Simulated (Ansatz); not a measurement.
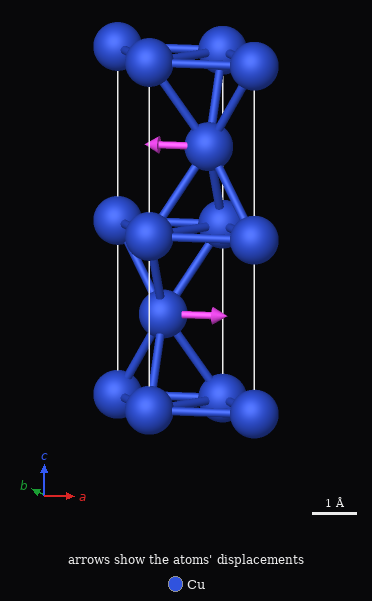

The lowest optical mode of crystalline Cu relaxed at 18 GPa, space group P6₃/mmc (No. 194), at the zone centre. The pink arrows are the displacements of the atoms (eigenvector over the root of the mass), of arbitrary overall length and sign. Style: ball-and-stick. Shown: the cell of the calculation, slightly off an axis.

All numbers below come from Ansatz 0.2.0, DFT PBE, scalar-relativistic, plane waves, PAW. Settings: plane-wave cutoff 420 eV; k-point mesh 18 × 18 × 6; occupations fermi dirac; smearing width 0.15 eV; target pressure 18 GPa; no spin polarisation.

The frequencies depend somewhat on the k-mesh and the smearing.

Q: Is this crystal at a minimum with respect to the drawn distortion?

A: Yes: this softest mode has a real frequency, and so have all others here. That speaks for this wave vector alone: the rest of the zone wasn't checked in this run. This is the E₂g mode (doubly degenerate; one member of the set is drawn) at 91 cm⁻¹, the lowest optical level, Raman-active by symmetry. The Cu (2a) atoms stay at rest; all motion is along a; atoms of one kind move against one another, with no net shift of their sublattice.
